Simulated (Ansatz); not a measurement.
# Single-point calculation of Ga3Sb

- system: Ga3Sb (I4/mmm, 4 atoms in the cell)
- method: DFT PBEsol, scalar-relativistic, plane waves, PAW, no spin polarisation (Ansatz 0.2.0)

The structure derives from a Materials Project entry.

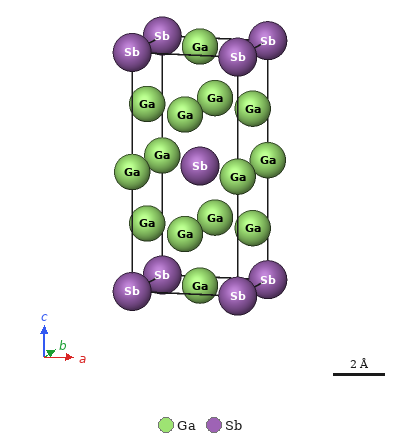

**Figure 1.** The structure (spheres-only view of the cell 2 times as large as that of the calculation, set on its symmetry axes, seen slightly off an axis). An atom can appear more than once, as a periodic image.

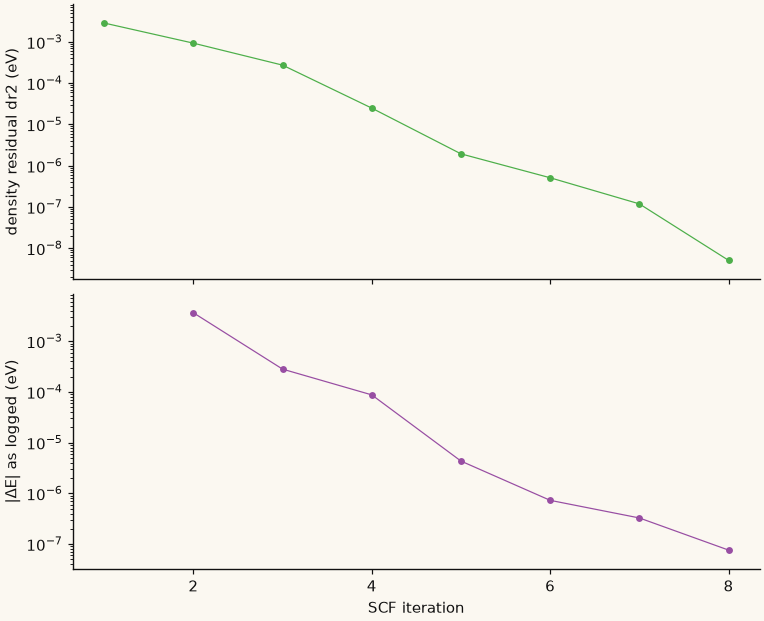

**Figure 2.** Convergence of the self-consistent field: density residual dr2 and size of the energy change against the SCF iteration. The residual falls at every step.

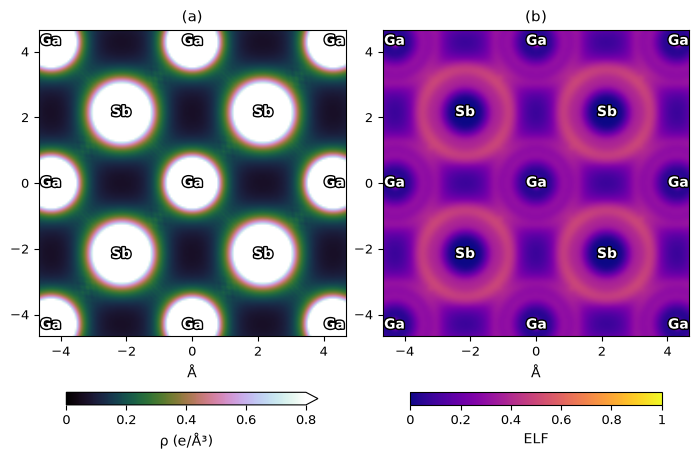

**Figure 3.** (a) valence charge density (pseudo); (b) ELF on the (001) plane of the conventional cell. Ga–Sb (3.05 Å): ρ at the midpoint is about 0.22 e/Å³; the ELF is about 0.45 at the midpoint, as expected for metallic bonding. Away from the nuclei the density in this plane falls to 0.07 e/Å³ at its lowest. The strong features right at Ga lie inside the PAW spheres (semicore, d or f shells) and say nothing about bonding. The fields are those of the smooth PAW valence density.

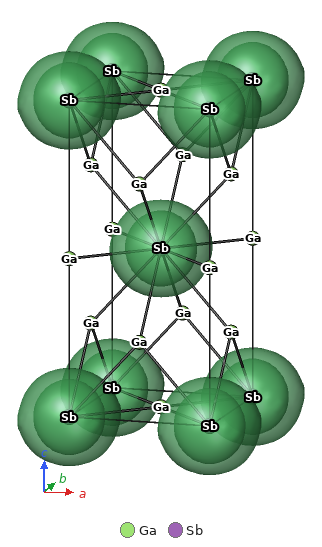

**Figure 4.** Isosurface of the electron localisation function at 0.4 (green), seen slightly off an axis. Core shells and regions of very low density are left out. Sticks mark near contacts. The outline is the cell set on symmetry axes. Along the contacts the grid gives the following. Ga–Sb (3.05 Å): the ELF is about 0.45 at the midpoint, which marks nearly free electrons, as in a simple metal. Ga–Sb (3.21 Å): the ELF is about 0.35 at the midpoint, as expected for metallic bonding.

These pictures come from the run below.

**Input file**
```yaml
crystal:
  lattice:
    - [-2.158799, 2.158799, 4.760484]
    - [2.158799, -2.158799, 4.760484]
    - [2.158799, 2.158799, -4.760484]
  atoms:
    - { symbol: Ga, position: [0.75, 0.25, 0.5] }
    - { symbol: Ga, position: [0.25, 0.75, 0.5] }
    - { symbol: Ga, position: [0.5, 0.5, 0.0] }
    - { symbol: Sb, position: [0.0, 0.0, 0.0] }
basis:
  ecutwfc: 420
kpoints:
  mp_grid: { grid: [14, 14, 14] }
hamiltonian:
  xc: pbesol
scf:
  occupations: { method: gaussian, width: 0.1 }
output:
  forces: true
  stress: true
  eigenvalues: true
  populations: true
  write_density: true
  write_potential: true
  elf: true
  volumetric_format: npy
```

Launched with:
```bash
ansatz run input.yaml --threads 1 --pin off --max-ram 2560MiB --backend cpu --events-out ev --progress --plain --runs-dir out
```

**Log**
```
Engine: ansatz 0.2.0, x86_64-unknown-linux-gnu
Pseudopotentials: kind: paw
Pseudopotential: Ga, paw, valence charge 13, recommended cutoff 420 eV (normal), Ga.paw.azcp
Pseudopotential: Sb, paw, valence charge 15, recommended cutoff 420 eV (normal), Sb.paw.azcp
Functional definition: PBEsol
  exchange = pbesol_x
  correlation = pbesol_c
Crystal: 4 atoms, lattice volume = 88.743 Å³
Basis set: ecut = 420 eV, 1743 PW (Γ), exchange–correlation on 80×80×80 points (8 copies of the dense FFT grid, shifted against one another)
Bands: 33, of which v1, the nominal top of the filled ones, is band 27 counted from 1 (26 counted from 0)
Symmetry: 16 space group operations
Space group: I4/mmm (ITA 139), of the structure as read, at distance tolerance 4.5e-5 Å
k-points: 244 of 2744
Non-local potential: Ga, projectors of the file, l = 0: 2, l = 1: 2, l = 2: 3, l = 3: 1
Non-local potential: Sb, projectors of the file, l = 0: 2, l = 1: 2, l = 2: 2, l = 3: 2
PAW form: soft (Blöchl's): semilocal exchange-correlation on the pseudo side does not see the compensation charge
PAW frozen core: Ga, regenerated for the run's functional, and the local potential with it (the file was generated under x = pbe(κ = 0.804, μ = 0.2195149727645171), c = pbe(β = 0.06672455060314922))
PAW frozen core: Sb, regenerated for the run's functional, and the local potential with it (the file was generated under x = pbe(κ = 0.804, μ = 0.2195149727645171), c = pbe(β = 0.06672455060314922))
PAW one-centre angular grid: Ga, 590 points (default); XC on 64 Gauss nodes
PAW one-centre angular grid: Sb, 590 points (default); XC on 64 Gauss nodes
Initial density: superposition of atomic densities (neutral atoms: chi_scale 0, normalization atom), corrected by the library's trained network
Initial wavefunctions: pseudopotential atomic-orbital guess
Functional: x = pbesol(κ = 0.804, μ = 0.12345679012345678), c = pbesol(β = 0.046)
SCF iter   1: F=—  HF=-17637.307395 eV  |F-HF|=—  |Δ(HF+E_count)|=         —  Δρ=1.91e-3  dr2=2.87e-3  ethr=1.77e-3  ⟨swp⟩=6.6  Hψ=32681  notcnv=0  defer=12
preconditioner: auto → Kerker (q_TF=auto, 2.512 Å⁻¹)  [metal: Δε(μ)=0.021 eV  Ē_g=17.651 eV  σ=0.100 eV  W_gap=0.12  n_scr=30 (ndim 8)  ℏωp=29.0 eV  f_vac=0.000  D(μ)=1.88/eV (n_scr^D=10)]
SCF iter   2: F=—  HF=-17637.303758 eV  |F-HF|=—  |Δ(HF+E_count)|=   3.64e-3  Δρ=1.15e-3  dr2=9.34e-4  ethr=5.31e-6  ⟨swp⟩=2.0  Hψ=15201  notcnv=0  defer=16
SCF iter   3: F=—  HF=-17637.303476 eV  |F-HF|=—  |Δ(HF+E_count)|=   2.82e-4  Δρ=5.06e-4  dr2=2.74e-4  ethr=1.73e-6  ⟨swp⟩=2.2  Hψ=13405  notcnv=0  defer=16
SCF iter   4: F=—  HF=-17637.303388 eV  |F-HF|=—  |Δ(HF+E_count)|=   8.76e-5  Δρ=1.67e-4  dr2=2.49e-5  ethr=5.07e-7  ⟨swp⟩=2.2  Hψ=14159  notcnv=0  defer=16
SCF iter   5: F=—  HF=-17637.303384 eV  |F-HF|=—  |Δ(HF+E_count)|=   4.34e-6  Δρ=4.53e-5  dr2=1.94e-6  ethr=4.62e-8  ⟨swp⟩=2.0  Hψ=14318  notcnv=0  defer=16
SCF iter   6: F=—  HF=-17637.303383 eV  |F-HF|=—  |Δ(HF+E_count)|=   7.30e-7  Δρ=3.23e-5  dr2=5.11e-7  ethr=3.59e-9  ⟨swp⟩=2.0  Hψ=14360  notcnv=0  defer=16
SCF iter   7: F=—  HF=-17637.303383 eV  |F-HF|=—  |Δ(HF+E_count)|=   3.28e-7  Δρ=1.52e-5  dr2=1.19e-7  ethr=9.46e-10  ⟨swp⟩=2.0  Hψ=13606  notcnv=0  defer=16
SCF iter   8: F=-17637.303383 eV  HF=-17637.303383 eV  |F-HF|=5.82e-11  |Δ(HF+E_count)|=   7.63e-8  Δρ=2.46e-6  dr2=5.10e-9  ethr=1.85e-10  ⟨swp⟩=11.3  Hψ=59050  notcnv=0
SCF 1 converged in 8 iterations: F = -17637.303383 eV  dr2 = 5.10e-9
  greatest PAW one-centre occupation: 0.996 electrons in one spin orbital (limit 2), on the Sb atom at site 3 (counted from 0), in its partial waves of l = 2
SCF converged after 8 iterations
Free energy (F): -17637.303383 eV
Harris-Foulkes:  -17637.303383 eV  (|F-HF|=5.82e-11)
Internal energy: -17637.293970 eV  (E = F + TS)
E sigma→0 (E₀):  -17637.298676 eV
Entropy (-TS):   -0.009413 eV (-2.353 meV/atom)
Fermi energy:    9.359784 eV
--- Per-component energies (eV) ---
  E_band       = -290.866535
  E_kinetic    = 548.961391
  E_local      = -6980.339991  (includes V_loc(G=0)·N_el)
  E_nonlocal   = 1632.197693
  E_hartree    = 3242.326733
  E_xc         = -343.394615
  E_vxc        = -270.433071  (∫ρ·V_xc dr)
  E_paw        = -10335.250367  (= ΣΔE_a)
  E_vpaw       = -1705.907405  (= ΣTr[D̂ρ^β])
  E_aug_tail   = -0.000330  (compensation charges beyond the density's cutoff)
  E_ewald      = -5404.715273
  E_core_change = 2.920790  (= ΣΔE_core)
  E_smearing   = -0.009413  (= −TS)
  E_closure    = 0.000000  (closes the sum)
  Σ components = -17637.303383   (vs F -17637.303383, Δ=0.00e0)
--- Forces (eV/Å), atoms counted from 1 ---
  atom   1  Ga    -0.00000000     0.00000000     0.00000000
  atom   2  Ga     0.00000000     0.00000000     0.00000000
  atom   3  Ga    -0.00000000     0.00000000    -0.00000000
  atom   4  Sb    -0.00000000     0.00000000    -0.00000000
  max |Σ_I F_I| component: 2.08e-17 eV/Å
--- Stress (GPa, compression-positive) ---
       -3.311080       0.000000       0.000000
        0.000000      -3.311080      -0.000000
       -0.000000      -0.000000      -3.774489
  P = ⅓ Tr σ = -3.4655 GPa (-34.655 kbar)
--- Band table (eV; the first three rows and the last of 244) ---
  k-point 0: bands = ["-19.6213", "-19.6142", "-19.6142", "-19.6044", "-19.6038", "-5.5168", "-5.4669", "-5.4557", "-5.4153", "-5.4153", "-5.4066", "-5.4066", "-5.3791", "-5.3707", "-5.3628", "-5.3263", "-5.3036", "-5.3036", "-5.2943", "-5.2298", "-2.1396", "3.9726", "5.5514", "6.3842", "7.4609", "7.6275", "7.6275", "9.1181", "9.1181", "10.3522", "10.6156", "13.8352", "13.8352"]
  k-point 1: bands = ["-19.6211", "-19.6143", "-19.6142", "-19.6044", "-19.6035", "-5.5110", "-5.4634", "-5.4518", "-5.4188", "-5.4127", "-5.4064", "-5.4061", "-5.3768", "-5.3704", "-5.3610", "-5.3290", "-5.3082", "-5.3040", "-5.2974", "-5.2369", "-2.0640", "3.9249", "5.6307", "5.9655", "6.9530", "7.3054", "8.3222", "8.5345", "9.7959", "11.0608", "11.0696", "12.7854", "13.9291"]
  k-point 2: bands = ["-19.6207", "-19.6144", "-19.6144", "-19.6047", "-19.6025", "-5.4976", "-5.4522", "-5.4419", "-5.4268", "-5.4064", "-5.4062", "-5.4040", "-5.3703", "-5.3694", "-5.3565", "-5.3369", "-5.3204", "-5.3075", "-5.3058", "-5.2534", "-1.8382", "3.7231", "5.5897", "5.8501", "6.1772", "6.6598", "7.7446", "9.4821", "11.0777", "11.1485", "12.0612", "12.2612", "14.2130"]
  k-point 243: bands = ["-19.6211", "-19.6141", "-19.6141", "-19.6043", "-19.6039", "-5.5110", "-5.4947", "-5.4763", "-5.4763", "-5.4339", "-5.4183", "-5.3765", "-5.3509", "-5.3411", "-5.3411", "-5.3008", "-5.3008", "-5.2969", "-5.2892", "-5.2298", "-1.2257", "0.6574", "5.6091", "6.4816", "6.4816", "6.9613", "11.4261", "11.9997", "11.9997", "13.2552", "13.3515", "13.7035", "15.1396"]
--- Löwdin populations: 4 sites ---
  site symbol       q [e]
     0     Ga     13.0993
     1     Ga     13.0993
     2     Ga     13.1604
     3     Sb     14.5302
  spilling = 0.002051 (of n_electrons = 54.000000)
```

**File populations.tsv**
```
# site	symbol	l	j	q
# orbitals = lowdin
# n_electrons = 54.000000
# spilling = 0.002051
0	Ga	0_4S	-	1.502016
0	Ga	1_4P	-	1.604783
0	Ga	2_3D	-	9.992504
1	Ga	0_4S	-	1.502016
1	Ga	1_4P	-	1.604783
1	Ga	2_3D	-	9.992504
2	Ga	0_4S	-	1.499817
2	Ga	1_4P	-	1.668119
2	Ga	2_3D	-	9.992511
3	Sb	0_5S	-	1.661556
3	Sb	1_5P	-	2.873515
3	Sb	2_4D	-	9.995130
```

**Summary**

| quantity | value |
| --- | --- |
| outcome | converged |
| space group (tolerance 0.01 Å) | I4/mmm (139) |
| electrons treated | 54 |
| free energy | −17637.3034 eV |
| Fermi energy | 9.360 eV |
| gap on the k-point mesh | none (metallic) |
| pressure | −3.47 GPa |
| largest force (length of the vector) | under 0.001 eV/Å |
| hardware | 1 thread of Intel Xeon @ 2.50GHz (Skylake/Cascade Lake), 189 GiB of memory available, shared host |
| wall time | 1.7 min |
| peak memory | 0.76 GiB |
